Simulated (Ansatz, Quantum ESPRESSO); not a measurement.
# 2H-MoS2, 1 layer, rectangular cell: the energy at a withheld member of a series

Method. Quantum ESPRESSO 7.5, PBE, GBRV ultrasoft. Cell and atoms are first relaxed; each strained cell is then held, the other axis too, and the atoms relax in it. A periodic run with 15 Å of vacuum in the starting cell gives the vacuum levels, and bands follow along a path. The series steps strain along the first axis. Energies count from the lowest.

| strain along the first axis | energy (eV) |
| --- | --- |
| -4 % | 0.1298 |
| -3 % | 0.0713 |
| -2 % | 0.0310 |
| -1 % | 0.0076 |
| 0 % | 0.0000 |
| 2 % | 0.0272 |
| 3 % | 0.0597 |
| 4 % | 0.1038 |

To predict: What is the energy at 1 %?

**Worked estimate.** The rows at 0 % and 2 % give a slope of (0.0272 − (0.0000))/(2 − (0)) = 0.0136, so a straight line gives 0.0136 eV. A parabola through these and the row at -1 % gives 0.0065 eV.

What the calculation gave: 0.0069 eV. The line misses by +0.0067 and the parabola by −0.0004 eV. The parabola does better.

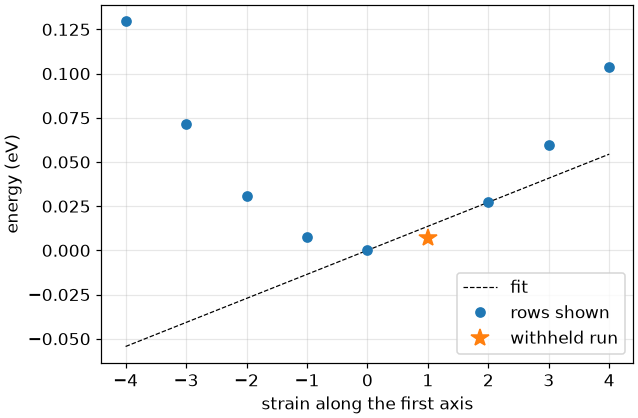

The rows shown, the fit and the withheld run.

**Limits.** Semilocal gaps are too small; the 1×1 cell can't ripple over many cells under compression as a free sheet would. No spin-orbit coupling.
